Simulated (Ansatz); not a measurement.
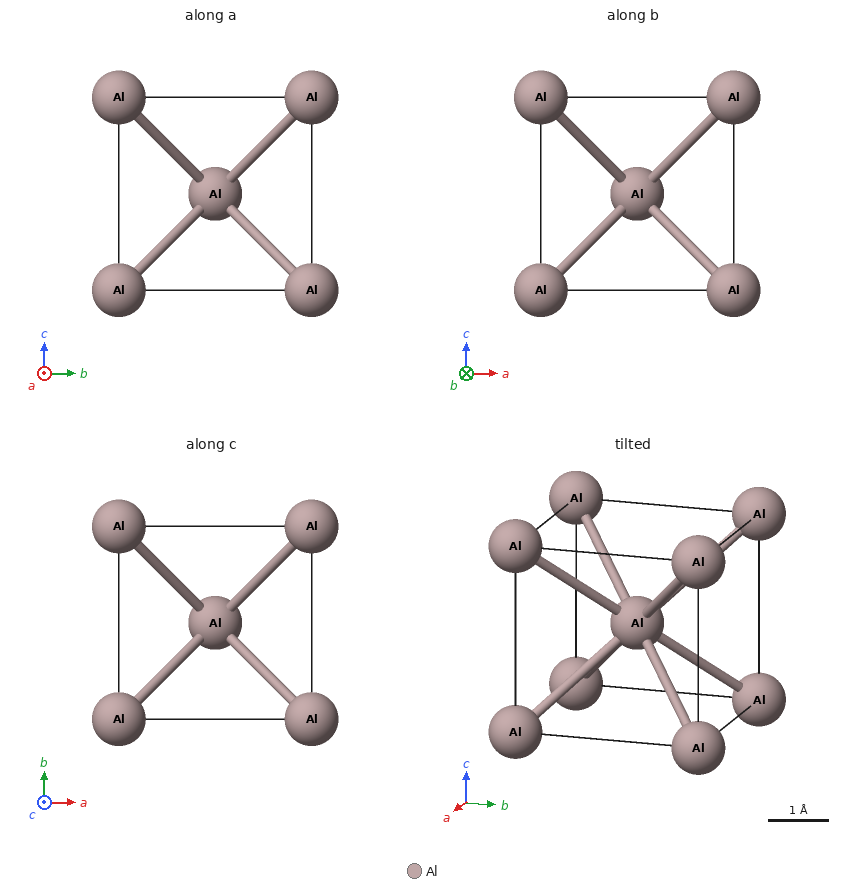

An orthographic ball-and-stick view of the structure, along the a axis, along the b axis, along the c axis and slightly off an axis. One conventional unit cell is framed, with atoms on its boundary repeated.

Lattice parameters: a = 3.2524 Å, b = 3.2524 Å, c = 3.2524 Å, α = 90.000°, β = 90.000°, γ = 90.000°.

Question: Transcribe the picture into a CIF in P1 with every atom of the cell.

Answer:
```cif
data_structure
_symmetry_space_group_name_H-M 'P 1'
_symmetry_Int_Tables_number 1
_cell_length_a 3.2524
_cell_length_b 3.2524
_cell_length_c 3.2524
_cell_angle_alpha 90.000
_cell_angle_beta 90.000
_cell_angle_gamma 90.000
_cell_volume 34.40
loop_
_atom_site_label
_atom_site_type_symbol
_atom_site_fract_x
_atom_site_fract_y
_atom_site_fract_z
_atom_site_occupancy
Al1 Al 0.0000 0.0000 0.0000 1
Al2 Al 0.5000 0.5000 0.5000 1
```

The initial geometry was a structure type filled with this element by a generator (whether the element takes this form wasn't checked). Earlier steps of the study may have refined or changed the cell and positions. It was run through Ansatz as a DFT input.
